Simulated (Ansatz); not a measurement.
## Run report: BaZrO3, single-point calculation (part 2 of 2)

Continued. System: BaZrO3 (Pm-3m, 5 atoms in the cell). Method: DFT, PBE, plane waves, PAW, spin-orbit coupling (Ansatz 0.2.0); cutoff 420 eV, 6×6×6 k-mesh, Gaussian smearing of 0.05 eV. The structure was built on a prototype by a generator; it need not be a known phase.

Geometry of the input (Å; fractional positions):
```
4.2272  0.0000  0.0000
0.0000  4.2272  0.0000
0.0000  0.0000  4.2272
Ba 0.0000  0.0000  0.0000
Zr 0.5000  0.5000  0.5000
O  0.0000  0.5000  0.5000
O  0.5000  0.5000  0.0000
O  0.5000  0.0000  0.5000
```

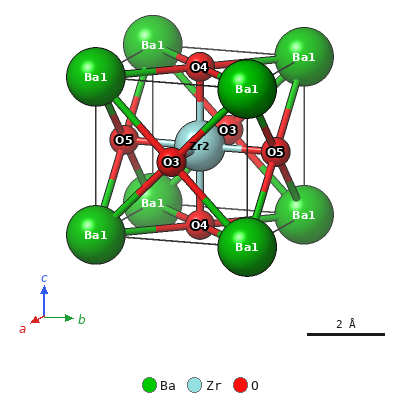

Fig. 1: The structure as given in the input (ball-and-stick view of the cell of the calculation, seen slightly off an axis; atoms are numbered from 1 in the order of the input).

## Output, continued
```
--- Forces (eV/Å), atoms counted from 1 ---
  atom   1  Ba    -0.00000000    -0.00000000     0.00000000
  atom   2  Zr    -0.00000000     0.00000000     0.00000000
  atom   3  O      0.00000000     0.00000000     0.00000000
  atom   4  O     -0.00000000    -0.00000000     0.00000000
  atom   5  O     -0.00000000     0.00000000     0.00000000
  max |Σ_I F_I| component: 4.09e-28 eV/Å
--- Stress (GPa, compression-positive) ---
        0.000016      -0.000000       0.000000
       -0.000000       0.000016       0.000000
        0.000000       0.000000       0.000016
  P = ⅓ Tr σ = 0.0000 GPa (0.000 kbar)
--- Band table (eV; the first three rows and the last of 20) ---
  k-point 0: bands = ["-37.6311", "-37.6311", "-16.9520", "-16.9520", "-15.7271", "-15.7271", "-15.2241", "-15.2241", "-15.2241", "-15.2241", "-6.7962", "-6.7962", "-6.5055", "-6.5055", "-6.5055", "-6.5055", "-2.2879", "-2.2879", "-0.2898", "-0.2898", "-0.2898", "-0.2898", "7.8434", "7.8434", "8.1265", "8.1265", "8.1265", "8.1265", "8.5325", "8.5325", "8.5325", "8.5325", "8.5471", "8.5471", "9.1943", "9.1943", "9.3134", "9.3134", "9.3134", "9.3134", "12.6528"]
  k-point 1: bands = ["-37.6304", "-37.6304", "-16.9679", "-16.9679", "-15.7292", "-15.7292", "-15.2479", "-15.2479", "-15.2224", "-15.2224", "-6.7976", "-6.7976", "-6.5005", "-6.5005", "-6.3393", "-6.3393", "-2.2615", "-2.2615", "-0.2714", "-0.2714", "-0.2565", "-0.2565", "7.5574", "7.5574", "7.9079", "7.9079", "8.0381", "8.0381", "8.2982", "8.2982", "8.3160", "8.3160", "8.3646", "8.3646", "8.6542", "8.6542", "9.1477", "9.1477", "9.2269", "9.2269", "12.7545"]
  k-point 2: bands = ["-37.6291", "-37.6291", "-17.0010", "-17.0010", "-15.7378", "-15.7378", "-15.2855", "-15.2855", "-15.2190", "-15.2190", "-6.8894", "-6.8894", "-6.4905", "-6.4905", "-5.8887", "-5.8887", "-2.2103", "-2.2103", "-0.2342", "-0.2342", "-0.1892", "-0.1892", "6.4942", "6.4942", "7.7098", "7.7098", "7.8128", "7.8128", "7.9174", "7.9174", "7.9842", "7.9842", "8.0011", "8.0011", "8.0597", "8.0597", "9.0321", "9.0321", "9.1180", "9.1180", "12.9292"]
  k-point 19: bands = ["-37.6232", "-37.6232", "-17.1067", "-17.1067", "-15.6111", "-15.6111", "-15.4578", "-15.4578", "-15.4578", "-15.4578", "-5.7738", "-5.7738", "-5.5957", "-5.5957", "-5.5957", "-5.5957", "-2.6251", "-2.6251", "-0.7978", "-0.7978", "-0.7978", "-0.7978", "5.8652", "5.8652", "5.8652", "5.8652", "6.0411", "6.0411", "6.8174", "6.8174", "7.1265", "7.1265", "7.1265", "7.1265", "9.4862", "9.4862", "9.5038", "9.5038", "9.5038", "9.5038", "15.4509"]
```

## File rho_z.tsv
```
# z_ang	rho[e/angstrom^3]	m_x[e/angstrom^3]	m_y[e/angstrom^3]	m_z[e/angstrom^3]	m_norm[e/angstrom^3]
# format = ansatz-planar-average/11
# lattice	4.227174888	0.000000000	0.000000000
# lattice	0.000000000	4.227174888	0.000000000
# lattice	0.000000000	0.000000000	4.227174888
# sites	5
# site	56	0.000000000	0.000000000	0.000000000
# site	40	2.113587444	2.113587444	2.113587444
# site	8	0.000000000	2.113587444	2.113587444
# site	8	2.113587444	2.113587444	0.000000000
# site	8	2.113587444	0.000000000	2.113587444
0.000000	6.660582e-1	0.000000e0	0.000000e0	0.000000e0	0.000000e0
0.117422	6.490118e-1	0.000000e0	0.000000e0	0.000000e0	0.000000e0
0.234843	6.000659e-1	0.000000e0	0.000000e0	0.000000e0	0.000000e0
0.352265	5.276966e-1	0.000000e0	0.000000e0	0.000000e0	0.000000e0
0.469686	4.459392e-1	0.000000e0	0.000000e0	0.000000e0	0.000000e0
0.587108	3.673915e-1	0.000000e0	0.000000e0	0.000000e0	0.000000e0
0.704529	2.979804e-1	0.000000e0	0.000000e0	0.000000e0	0.000000e0
0.821951	2.403777e-1	0.000000e0	0.000000e0	0.000000e0	0.000000e0
0.939372	1.996295e-1	0.000000e0	0.000000e0	0.000000e0	0.000000e0
1.056794	1.817256e-1	0.000000e0	0.000000e0	0.000000e0	0.000000e0
1.174215	1.927700e-1	0.000000e0	0.000000e0	0.000000e0	0.000000e0
1.291637	2.408973e-1	0.000000e0	0.000000e0	0.000000e0	0.000000e0
1.409058	3.338702e-1	0.000000e0	0.000000e0	0.000000e0	0.000000e0
1.526480	4.772438e-1	0.000000e0	0.000000e0	0.000000e0	0.000000e0
1.643901	6.680019e-1	0.000000e0	0.000000e0	0.000000e0	0.000000e0
1.761323	8.811274e-1	0.000000e0	0.000000e0	0.000000e0	0.000000e0
1.878744	1.072230e0	0.000000e0	0.000000e0	0.000000e0	0.000000e0
1.996166	1.200504e0	0.000000e0	0.000000e0	0.000000e0	0.000000e0
2.113587	1.244920e0	0.000000e0	0.000000e0	0.000000e0	0.000000e0
2.231009	1.200504e0	0.000000e0	0.000000e0	0.000000e0	0.000000e0
2.348430	1.072230e0	0.000000e0	0.000000e0	0.000000e0	0.000000e0
2.465852	8.811274e-1	0.000000e0	0.000000e0	0.000000e0	0.000000e0
2.583274	6.680019e-1	0.000000e0	0.000000e0	0.000000e0	0.000000e0
2.700695	4.772438e-1	0.000000e0	0.000000e0	0.000000e0	0.000000e0
2.818117	3.338702e-1	0.000000e0	0.000000e0	0.000000e0	0.000000e0
2.935538	2.408973e-1	0.000000e0	0.000000e0	0.000000e0	0.000000e0
3.052960	1.927700e-1	0.000000e0	0.000000e0	0.000000e0	0.000000e0
3.170381	1.817256e-1	0.000000e0	0.000000e0	0.000000e0	0.000000e0
3.287803	1.996295e-1	0.000000e0	0.000000e0	0.000000e0	0.000000e0
3.405224	2.403777e-1	0.000000e0	0.000000e0	0.000000e0	0.000000e0
3.522646	2.979804e-1	0.000000e0	0.000000e0	0.000000e0	0.000000e0
3.640067	3.673915e-1	0.000000e0	0.000000e0	0.000000e0	0.000000e0
3.757489	4.459392e-1	0.000000e0	0.000000e0	0.000000e0	0.000000e0
3.874910	5.276966e-1	0.000000e0	0.000000e0	0.000000e0	0.000000e0
3.992332	6.000659e-1	0.000000e0	0.000000e0	0.000000e0	0.000000e0
4.109753	6.490118e-1	0.000000e0	0.000000e0	0.000000e0	0.000000e0
```

## File v_z.tsv
```
# z_ang	v_es[eV]	v_tot[eV]	b_x[eV]	b_y[eV]	b_z[eV]
# format = ansatz-planar-average/11
# xc	pbe
# density_cutoff_ev	1680
# datasets	Ba=:simpson_from_first_knot:soft	Zr=:simpson_from_first_knot:soft	O=:simpson_from_first_knot:soft
# lattice	4.227174888	0.000000000	0.000000000
# lattice	0.000000000	4.227174888	0.000000000
# lattice	0.000000000	0.000000000	4.227174888
# sites	5
# site	56	0.000000000	0.000000000	0.000000000
# site	40	2.113587444	2.113587444	2.113587444
# site	8	0.000000000	2.113587444	2.113587444
# site	8	2.113587444	2.113587444	0.000000000
# site	8	2.113587444	0.000000000	2.113587444
0.000000	1.352323e0	-1.055083e1	0.000000e0	0.000000e0	0.000000e0
0.117422	1.616530e0	-1.019852e1	0.000000e0	0.000000e0	0.000000e0
0.234843	2.367524e0	-9.184320e0	0.000000e0	0.000000e0	0.000000e0
0.352265	3.494663e0	-7.647119e0	0.000000e0	0.000000e0	0.000000e0
0.469686	4.877749e0	-5.729414e0	0.000000e0	0.000000e0	0.000000e0
0.587108	6.414532e0	-3.590008e0	0.000000e0	0.000000e0	0.000000e0
0.704529	7.809760e0	-1.606166e0	0.000000e0	0.000000e0	0.000000e0
0.821951	8.826533e0	-9.247731e-2	0.000000e0	0.000000e0	0.000000e0
0.939372	9.577624e0	9.483021e-1	0.000000e0	0.000000e0	0.000000e0
1.056794	1.001933e1	1.517310e0	0.000000e0	0.000000e0	0.000000e0
1.174215	1.000113e1	1.437210e0	0.000000e0	0.000000e0	0.000000e0
1.291637	9.498053e0	4.630229e-1	0.000000e0	0.000000e0	0.000000e0
1.409058	8.352664e0	-1.474831e0	0.000000e0	0.000000e0	0.000000e0
1.526480	6.226253e0	-4.525164e0	0.000000e0	0.000000e0	0.000000e0
1.643901	3.611927e0	-8.099001e0	0.000000e0	0.000000e0	0.000000e0
1.761323	1.156393e0	-1.137537e1	0.000000e0	0.000000e0	0.000000e0
1.878744	-8.866726e-1	-1.404592e1	0.000000e0	0.000000e0	0.000000e0
1.996166	-2.263883e0	-1.581876e1	0.000000e0	0.000000e0	0.000000e0
2.113587	-2.749487e0	-1.642562e1	0.000000e0	0.000000e0	0.000000e0
2.231009	-2.263883e0	-1.581876e1	0.000000e0	0.000000e0	0.000000e0
2.348430	-8.866726e-1	-1.404592e1	0.000000e0	0.000000e0	0.000000e0
2.465852	1.156393e0	-1.137537e1	0.000000e0	0.000000e0	0.000000e0
2.583274	3.611927e0	-8.099001e0	0.000000e0	0.000000e0	0.000000e0
2.700695	6.226253e0	-4.525164e0	0.000000e0	0.000000e0	0.000000e0
2.818117	8.352664e0	-1.474831e0	0.000000e0	0.000000e0	0.000000e0
2.935538	9.498053e0	4.630229e-1	0.000000e0	0.000000e0	0.000000e0
3.052960	1.000113e1	1.437210e0	0.000000e0	0.000000e0	0.000000e0
3.170381	1.001933e1	1.517310e0	0.000000e0	0.000000e0	0.000000e0
3.287803	9.577624e0	9.483021e-1	0.000000e0	0.000000e0	0.000000e0
3.405224	8.826533e0	-9.247731e-2	0.000000e0	0.000000e0	0.000000e0
3.522646	7.809760e0	-1.606166e0	0.000000e0	0.000000e0	0.000000e0
3.640067	6.414532e0	-3.590008e0	0.000000e0	0.000000e0	0.000000e0
3.757489	4.877749e0	-5.729414e0	0.000000e0	0.000000e0	0.000000e0
3.874910	3.494663e0	-7.647119e0	0.000000e0	0.000000e0	0.000000e0
3.992332	2.367524e0	-9.184320e0	0.000000e0	0.000000e0	0.000000e0
4.109753	1.616530e0	-1.019852e1	0.000000e0	0.000000e0	0.000000e0
```

## Results in brief

| quantity | value |
| --- | --- |
| outcome | converged |
| space group (tolerance 0.01 Å) | Pm-3m (221) |
| electrons treated | 40 |
| free energy | −11850.3134 eV |
| Fermi energy | 11.079 eV |
| gap on the k-point mesh | 3.15 eV |
| net moment of the cell | 0.00 μB |
| integrated absolute moment | 0.00 μB |
| pressure | 0.00 GPa |
| largest force (length of the vector) | under 0.001 eV/Å |
| hardware | 4 threads of Arm Neoverse N1, 16 GiB of memory available, shared host |
| wall time | 16 s (CPU time 60 s) |
| peak memory | 0.81 GiB |

## Notes

Settings chosen away from the usual ones: accuracy = "high", scf.n_extra_bands = 1.
